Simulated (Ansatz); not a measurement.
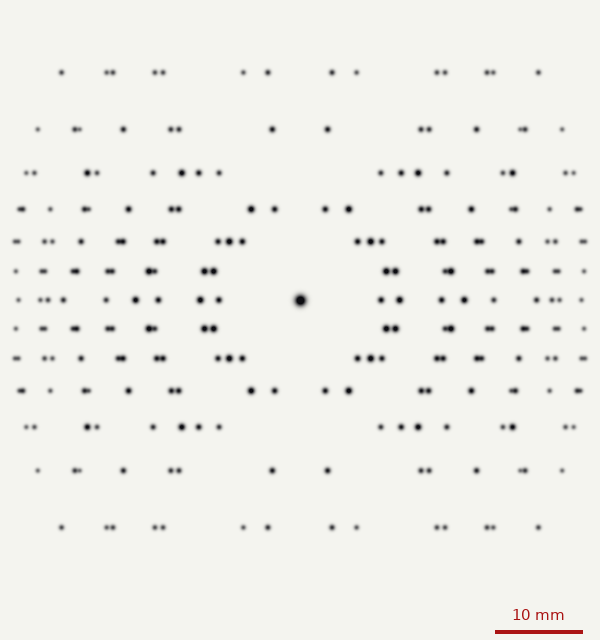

Simulated X-ray rotation photograph: Mo Kα radiation (λ = 0.7107 Å), cylindrical film of radius 30.0 mm unrolled, rotation axis vertical and normal to the beam, kinematic intensities without Lorentz or polarisation factors, the film spanning ±63° about the beam; spots down to d = 0.68 Å.

> What lattice repeat along the rotation axis do the layer lines give?

The first layer line lies 3.3 mm from the equator, so tan ν = 0.110, sin ν = 0.110 and the period is λ/sin ν = 6.49 Å. Further lines follow at 6.7, 10.4, 14.6, 19.6, 26.1 mm.

The crystal is Fe, space group Pm-3n (No. 223), a = 4.59 Å. Structure: the input geometry of an electronic-structure calculation (not necessarily at equilibrium); the starting structure was generated, so it need not be a known form of this composition.

> About which axis was it rotated?

About [110] (or an equivalent direction), whose length in the conventional cell is 6.490 Å.
